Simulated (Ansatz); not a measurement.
P (Im-3m, No. 229): the geometry given to an electronic-structure calculation, possibly off equilibrium; the starting structure was generated, so it need not be a known form of this composition.

Space group Im-3m (No. 229). a = 3.053 Å, b = 3.053 Å, c = 3.053 Å, α = 90.00°, β = 90.00°, γ = 90.00°
| atom | site | symmetry | x | y | z |
| --- | --- | --- | --- | --- | --- |
| P | 2a | m-3m | 0.0000 | 0.0000 | 0.0000 |

> What will a dark-field STEM-like image along [110] show? Simulated incoherent Z contrast: every atom adds Z^1.7 spread by a probe of 0.88 Å full width; channelling and multiple scattering are left out. The probe carries 25 % of its weight in a tail 2.5 times as wide. The speckle of an amorphous layer was added.

The columns repeat on a rectangular net of 1.53 × 2.16 Å (plane group p2mm). All columns are alike (P). The shortest distance between visible columns is 1.53 Å in projection. Along the beam the structure repeats every 4.32 Å.

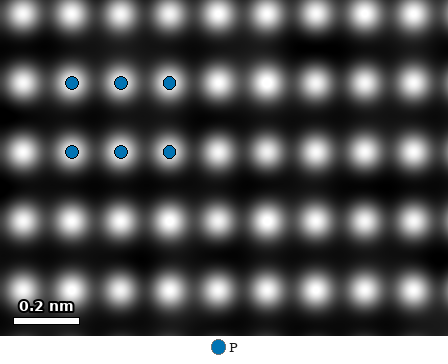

The simulated image, with the columns of the model marked in one corner.
